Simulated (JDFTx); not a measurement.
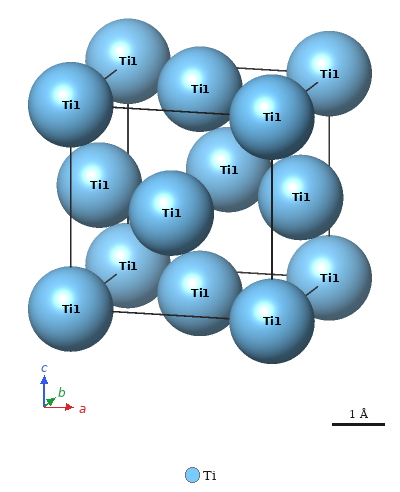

**Figure 1.** The starting structure (spheres-only view of the cell 4 times as large as that of the calculation, set on its symmetry axes, seen slightly off an axis; atoms are numbered from 1 in the order of the input). An atom can appear more than once, as a periodic image.

**Geometry relaxation, with input and output: Ti (part 1 of 2)**

Ti (1 atom in the cell), computed with Kohn-Sham DFT of a periodic cell, TPSS, SG15-PBE-1.2, no spin polarisation (JDFTx 1.7.0 (patched build)).

The structure derives from an entry of the Crystallography Open Database.

Log
```
*************** JDFTx 1.7.0 (patched build) ***************

Input parsed successfully to the following command list (including defaults):

basis kpoint-dependent
coords-type Lattice
core-overlap-check vector
coulomb-interaction Periodic
davidson-band-ratio 1.1
dump End Forces ElecDensity KEdensity BandEigs EigStats Ecomponents Stress Kpoints
dump-name run.$VAR
elec-cutoff 40
elec-eigen-algo Davidson
elec-ex-corr mgga-TPSS
elec-n-bands 11 1
elec-smearing Fermi 0.00183747
electronic-minimize  \
	dirUpdateScheme      FletcherReeves \
	linminMethod         DirUpdateRecommended \
	nIterations          30 \
	history              15 \
	knormThreshold       0 \
	maxThreshold         no \
	energyDiffThreshold  1e-07 \
	nEnergyDiff          2 \
	convergeAll          no \
	alphaTstart          1 \
	alphaTmin            1e-10 \
	updateTestStepSize   yes \
	alphaTreduceFactor   0.1 \
	alphaTincreaseFactor 3 \
	nAlphaAdjustMax      3 \
	wolfeEnergy          0.0001 \
	wolfeGradient        0.9 \
	abortOnFailedStep    no \
	fdTest               no
electronic-scf  \
	nIterations	100 \
	energyDiffThreshold	1e-09 \
	residualThreshold	1e-07 \
	mixFraction	0.5 \
	qMetric	0.8 \
	history	10 \
	nEigSteps	2 \
	eigDiffThreshold	1e-08 \
	mixedVariable	Density \
	qKerker	0.8 \
	qKappa	-1 \
	verbose	no \
	mixFractionMag	1.5
exchange-regularization WignerSeitzTruncated
fluid None
fluid-ex-corr lda-TF lda-PZ
fluid-gummel-loop 10 1.000000e-05
fluid-minimize  \
	dirUpdateScheme      PolakRibiere \
	linminMethod         DirUpdateRecommended \
	nIterations          100 \
	history              15 \
	knormThreshold       0 \
	maxThreshold         no \
	energyDiffThreshold  0 \
	nEnergyDiff          2 \
	convergeAll          no \
	alphaTstart          1 \
	alphaTmin            1e-10 \
	updateTestStepSize   yes \
	alphaTreduceFactor   0.1 \
	alphaTincreaseFactor 3 \
	nAlphaAdjustMax      3 \
	wolfeEnergy          0.0001 \
	wolfeGradient        0.9 \
	abortOnFailedStep    no \
	fdTest               no
fluid-solvent H2O 55.338 ScalarEOS \
	epsBulk 78.4 \
	pMol 0.92466 \
	epsInf 1.77 \
	Pvap 1.06736e-10 \
	sigmaBulk 4.62e-05 \
	Rvdw 2.61727 \
	Res 1.42 \
	tauNuc 343133 \
	poleEl 15 7 1
forces-output-coords Cartesian
ion Ti   0.000000000000000   0.000000000000000   0.000000000000000 1
ion-species pseudo/Ti.upf
ion-width 0
ionic-minimize  \
	dirUpdateScheme      L-BFGS \
	linminMethod         DirUpdateRecommended \
	nIterations          0 \
	history              15 \
	knormThreshold       0.0001 \
	maxThreshold         no \
	energyDiffThreshold  1e-06 \
	nEnergyDiff          2 \
	convergeAll          no \
	alphaTstart          1 \
	alphaTmin            1e-10 \
	updateTestStepSize   yes \
	alphaTreduceFactor   0.1 \
	alphaTincreaseFactor 3 \
	nAlphaAdjustMax      3 \
	wolfeEnergy          0.0001 \
	wolfeGradient        0.9 \
	abortOnFailedStep    no \
	fdTest               no
kpoint   0.000000000000   0.000000000000   0.000000000000  1.00000000000000
kpoint-folding 6 6 6
latt-move-scale 1 1 1
latt-scale 1 1 1
lattice  \
	   0.000000000000000    3.836144033000000    3.836144033000000  \
	   3.836144033000000    0.000000000000000    3.836144033000000  \
	   3.836144033000000    3.836144033000000    0.000000000000000
lattice-minimize  \
	dirUpdateScheme      L-BFGS \
	linminMethod         DirUpdateRecommended \
	nIterations          40 \
	history              15 \
	knormThreshold       0 \
	maxThreshold         no \
	energyDiffThreshold  1e-06 \
	nEnergyDiff          2 \
	convergeAll          no \
	alphaTstart          1 \
	alphaTmin            1e-10 \
	updateTestStepSize   yes \
	alphaTreduceFactor   0.1 \
	alphaTincreaseFactor 3 \
	nAlphaAdjustMax      3 \
	wolfeEnergy          0.0001 \
	wolfeGradient        0.9 \
	abortOnFailedStep    no \
	fdTest               no
lcao-params -1 1e-06 0.00183747
pcm-variant GLSSA13
perturb-minimize  \
	nIterations            0 \
	algorithm              MINRES \
	residualTol            0.0001 \
	residualDiffThreshold  0.0001 \
	CGBypass               no \
	recomputeResidual      no
spintype no-spin
subspace-rotation-factor 1 yes
symmetries automatic
symmetry-threshold 0.0001

---------- Setting up symmetries ----------

Found 48 point-group symmetries of the bravais lattice
Found 48 space-group symmetries with basis
Applied RMS atom displacement 0 bohrs to make symmetries exact.

---------- Initializing the Grid ----------
R =
[            0      3.83614      3.83614  ]
[      3.83614            0      3.83614  ]
[      3.83614      3.83614            0  ]
unit cell volume = 112.905
G =
[  -0.818945   0.818945   0.818945  ]
[   0.818945  -0.818945   0.818945  ]
[   0.818945   0.818945  -0.818945  ]
Minimum fftbox size, Smin = [  32  32  32  ]
Chosen fftbox size, S = [  32  32  32  ]

---------- Exchange Correlation functional ----------
Initalized TPSS mGGA exchange.
Initalized TPSS mGGA correlation.

---------- Setting up pseudopotentials ----------
Width of ionic core gaussian charges (only for fluid interactions / plotting) set to 0

Reading pseudopotential file 'pseudo/Ti.upf':
  'Ti' pseudopotential, 'PBE' functional
  Generated using ONCVPSP code by D. R. Hamann
  12 valence electrons, 0 orbitals, 6 projectors, 602 radial grid points, with lMax = 2
  Core radius for overlap checks: 2.07 bohrs.

Initialized 1 species with 1 total atoms.

Folded 1 k-points by 6x6x6 to 216 k-points.

---------- Setting up k-points, bands, fillings ----------
Reduced to 16 k-points under symmetry.
Computing the number of bands and number of electrons
Calculating initial fillings.
nElectrons:  12.000000   nBands: 11   nStates: 16

----- Setting up reduced wavefunction bases (one per k-point) -----
average nbasis = 1364.431 , ideal nbasis = 1364.265

---------- Setting up ewald sum ----------
Optimum gaussian width for ewald sums = 1.955677 bohr.
Real space sum over 2197 unit cells with max indices [  6  6  6  ]
Reciprocal space sum over 2197 terms with max indices [  6  6  6  ]

---------- Allocating electronic variables ----------
Initializing wave functions:  (No orbitals for LCAO)  bandwidth-limited random numbers

--------- Lattice Minimization ---------

Setting the auxilliary hamiltonian equal to the subspace hamiltonian.

-------- Electronic minimization -----------
Will mix electronic and kinetic density at each iteration.
	FillingsUpdate:  mu: +1.078276094  nElectrons: 12.000000
	FillingsUpdate:  mu: -0.612289504  nElectrons: 12.000000
SCF: Cycle:  0   F: -54.343620500390720   dF: -1.651e+01   |Residual|: 8.340e+00   |deigs|: 2.049e+00
	FillingsUpdate:  mu: -0.287168987  nElectrons: 12.000000
SCF: Cycle:  1   F: -54.591628175514771   dF: -2.480e-01   |Residual|: 7.779e+00   |deigs|: 6.764e-01
	FillingsUpdate:  mu: +0.713387968  nElectrons: 12.000000
SCF: Cycle:  2   F: -55.954709798936946   dF: -1.363e+00   |Residual|: 7.466e+00   |deigs|: 1.409e+00
	FillingsUpdate:  mu: +0.559550930  nElectrons: 12.000000
SCF: Cycle:  3   F: -57.551077935929271   dF: -1.596e+00   |Residual|: 2.549e+00   |deigs|: 4.344e-01
	FillingsUpdate:  mu: +0.554021780  nElectrons: 12.000000
SCF: Cycle:  4   F: -57.606000454916057   dF: -5.492e-02   |Residual|: 2.369e+00   |deigs|: 5.378e-03
	FillingsUpdate:  mu: +0.530546001  nElectrons: 12.000000
SCF: Cycle:  5   F: -57.657378652848060   dF: -5.138e-02   |Residual|: 1.667e+00   |deigs|: 4.780e-02
	FillingsUpdate:  mu: +0.260826017  nElectrons: 12.000000
SCF: Cycle:  6   F: -56.452721491299187   dF: +1.205e+00   |Residual|: 5.522e+00   |deigs|: 3.819e-01
	FillingsUpdate:  mu: +0.378230830  nElectrons: 12.000000
SCF: Cycle:  7   F: -57.142691324149162   dF: -6.900e-01   |Residual|: 3.682e+00   |deigs|: 1.400e-01
	FillingsUpdate:  mu: +0.465049178  nElectrons: 12.000000
SCF: Cycle:  8   F: -57.567805799452138   dF: -4.251e-01   |Residual|: 1.489e+00   |deigs|: 1.177e-01
	FillingsUpdate:  mu: +0.469671401  nElectrons: 12.000000
SCF: Cycle:  9   F: -57.588252981723720   dF: -2.045e-02   |Residual|: 1.327e+00   |deigs|: 7.343e-03
	FillingsUpdate:  mu: +0.491246612  nElectrons: 12.000000
SCF: Cycle: 10   F: -57.648111377937084   dF: -5.986e-02   |Residual|: 8.034e-01   |deigs|: 3.722e-02
	FillingsUpdate:  mu: +0.473326181  nElectrons: 12.000000
SCF: Cycle: 11   F: -57.608580028895560   dF: +3.953e-02   |Residual|: 1.287e+00   |deigs|: 3.056e-02
	FillingsUpdate:  mu: +0.480104056  nElectrons: 12.000000
SCF: Cycle: 12   F: -57.627014216375052   dF: -1.843e-02   |Residual|: 1.095e+00   |deigs|: 1.195e-02
	FillingsUpdate:  mu: +0.482174296  nElectrons: 12.000000
SCF: Cycle: 13   F: -57.632932615397102   dF: -5.918e-03   |Residual|: 1.023e+00   |deigs|: 3.697e-03
	FillingsUpdate:  mu: +0.515182048  nElectrons: 12.000000
SCF: Cycle: 14   F: -57.672006260664695   dF: -3.907e-02   |Residual|: 8.127e-02   |deigs|: 5.878e-02
	FillingsUpdate:  mu: +0.514765426  nElectrons: 12.000000
SCF: Cycle: 15   F: -57.672106953931390   dF: -1.007e-04   |Residual|: 7.487e-02   |deigs|: 1.351e-03
	FillingsUpdate:  mu: +0.514648280  nElectrons: 12.000000
SCF: Cycle: 16   F: -57.672108274754152   dF: -1.321e-06   |Residual|: 7.197e-02   |deigs|: 2.266e-04
	FillingsUpdate:  mu: +0.515108368  nElectrons: 12.000000
SCF: Cycle: 17   F: -57.672132625919701   dF: -2.435e-05   |Residual|: 3.488e-02   |deigs|: 9.250e-04
	FillingsUpdate:  mu: +0.515084629  nElectrons: 12.000000
SCF: Cycle: 18   F: -57.672134559671051   dF: -1.934e-06   |Residual|: 3.195e-02   |deigs|: 4.922e-05
	FillingsUpdate:  mu: +0.515194746  nElectrons: 12.000000
SCF: Cycle: 19   F: -57.672139844072348   dF: -5.284e-06   |Residual|: 2.607e-02   |deigs|: 2.296e-04
	FillingsUpdate:  mu: +0.515753889  nElectrons: 12.000000
SCF: Cycle: 20   F: -57.672149941018347   dF: -1.010e-05   |Residual|: 9.330e-03   |deigs|: 1.052e-03
	FillingsUpdate:  mu: +0.516009203  nElectrons: 12.000000
SCF: Cycle: 21   F: -57.672147124351248   dF: +2.817e-06   |Residual|: 1.027e-02   |deigs|: 5.715e-04
	FillingsUpdate:  mu: +0.515794106  nElectrons: 12.000000
SCF: Cycle: 22   F: -57.672149779461371   dF: -2.655e-06   |Residual|: 5.605e-03   |deigs|: 3.634e-04
	FillingsUpdate:  mu: +0.515566243  nElectrons: 12.000000
SCF: Cycle: 23   F: -57.672150660527159   dF: -8.811e-07   |Residual|: 2.178e-03   |deigs|: 4.235e-04
	FillingsUpdate:  mu: +0.515618468  nElectrons: 12.000000
SCF: Cycle: 24   F: -57.672150781974437   dF: -1.214e-07   |Residual|: 2.117e-04   |deigs|: 1.084e-04
	FillingsUpdate:  mu: +0.515621790  nElectrons: 12.000000
SCF: Cycle: 25   F: -57.672150786232464   dF: -4.258e-09   |Residual|: 1.340e-04   |deigs|: 6.346e-06
	FillingsUpdate:  mu: +0.515623576  nElectrons: 12.000000
SCF: Cycle: 26   F: -57.672150786812566   dF: -5.801e-10   |Residual|: 1.183e-04   |deigs|: 2.366e-06
	FillingsUpdate:  mu: +0.515620168  nElectrons: 12.000000
SCF: Cycle: 27   F: -57.672150787336037   dF: -5.235e-10   |Residual|: 4.707e-05   |deigs|: 6.952e-06
SCF: Converged (|Delta E|<1.000000e-09 for 2 iters).

Setting wave functions to eigenvectors of Hamiltonian
# Lattice vectors:
R =
[            0      3.83614      3.83614  ]
[      3.83614            0      3.83614  ]
[      3.83614      3.83614            0  ]
unit cell volume = 112.905

# Strain tensor in Cartesian coordinates:
[            0            0            0  ]
[            0            0            0  ]
[            0            0            0  ]

# Stress tensor in Cartesian coordinates [Eh/a0^3]:
[ -0.000117147            0            0  ]
[            0 -0.000117147            0  ]
[            0            0 -0.000117147  ]

# Ionic positions in lattice coordinates:
ion Ti   0.000000000000000   0.000000000000000   0.000000000000000 1

# Forces in Cartesian coordinates:
force Ti   0.000000000000000   0.000000000000000   0.000000000000000 1

# Energy components:
   Eewald =      -43.0262871383947854
       EH =       11.3202022649230365
     Eloc =      -35.1815304410568785
      Enl =       -5.5010335110455522
      Exc =       -7.1392419003576073
       KE =       21.8564134470879488
-------------------------------------
     Etot =      -57.6714772788438381
       TS =        0.0006735084922003
-------------------------------------
        F =      -57.6721507873360366

LatticeMinimize: Iter:   0  F: -57.672150787336037  |grad|_K:  4.740e-03

-------- Electronic minimization -----------
Will mix electronic and kinetic density at each iteration.
	FillingsUpdate:  mu: +0.515620168  nElectrons: 12.000000
	FillingsUpdate:  mu: +0.513960207  nElectrons: 12.000000
SCF: Cycle:  0   F: -57.672157198857427   dF: -7.087e-06   |Residual|: 2.216e-02   |deigs|: 2.753e-06
	FillingsUpdate:  mu: +0.514555605  nElectrons: 12.000000
SCF: Cycle:  1   F: -57.672171720485132   dF: -1.452e-05   |Residual|: 5.870e-03   |deigs|: 1.150e-03
	FillingsUpdate:  mu: +0.514655755  nElectrons: 12.000000
SCF: Cycle:  2   F: -57.672172501914986   dF: -7.814e-07   |Residual|: 5.635e-04   |deigs|: 2.312e-04
	FillingsUpdate:  mu: +0.514625846  nElectrons: 12.000000
SCF: Cycle:  3   F: -57.672172573260610   dF: -7.135e-08   |Residual|: 2.456e-04   |deigs|: 4.739e-05
	FillingsUpdate:  mu: +0.514605509  nElectrons: 12.000000
SCF: Cycle:  4   F: -57.672172590259805   dF: -1.700e-08   |Residual|: 8.128e-05   |deigs|: 3.083e-05
	FillingsUpdate:  mu: +0.514604992  nElectrons: 12.000000
SCF: Cycle:  5   F: -57.672172596261909   dF: -6.002e-09   |Residual|: 8.873e-05   |deigs|: 6.016e-07
	FillingsUpdate:  mu: +0.514602940  nElectrons: 12.000000
SCF: Cycle:  6   F: -57.672172597232951   dF: -9.710e-10   |Residual|: 4.527e-05   |deigs|: 3.880e-06
	FillingsUpdate:  mu: +0.514601518  nElectrons: 12.000000
SCF: Cycle:  7   F: -57.672172597462563   dF: -2.296e-10   |Residual|: 9.386e-06   |deigs|: 2.819e-06
SCF: Converged (|Delta E|<1.000000e-09 for 2 iters).

Setting wave functions to eigenvectors of Hamiltonian
LatticeMinimize: 	Wolfe criterion not satisfied: alpha: 1  (E-E0)/|gdotd0|: -0.970778  gdotd/gdotd0: 0.940614 (taking cubic step)
```
